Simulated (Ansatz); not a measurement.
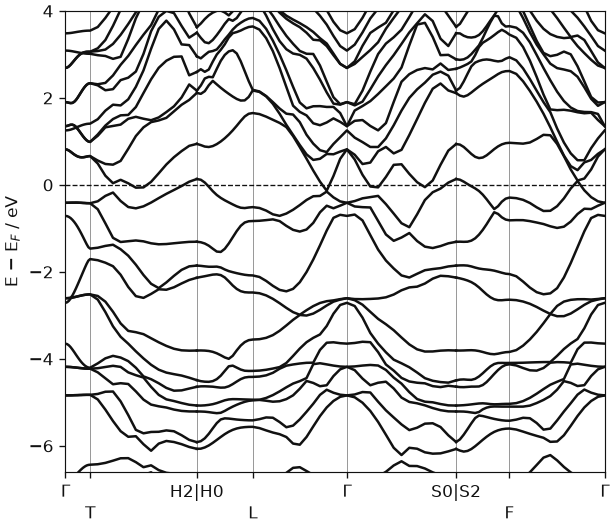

Band structure. Energies are counted from the Fermi level.

Structure: Ta4C3, space group R3m (No. 160), 7 atoms in the cell; a = 10.38 Å, b = 10.38 Å, c = 10.38 Å, α = 17.28°, β = 17.28°, γ = 17.28°.

Ansatz; DFT r2SCAN, scalar-relativistic, plane waves, PAW, no spin polarisation, 12×12×12 k mesh.

Q: Does this material conduct, going by its bands?

A: A metal: 2 bands cross the Fermi level along this path.

Q: On which lines of the path do bands cross the Fermi level?

A: Bands cross the Fermi level on T–H2, H0–L, L–Γ, Γ–S0, S2–F and F–Γ, and not on Γ–T.

Spin-orbit coupling is left out, which matters for Ta.
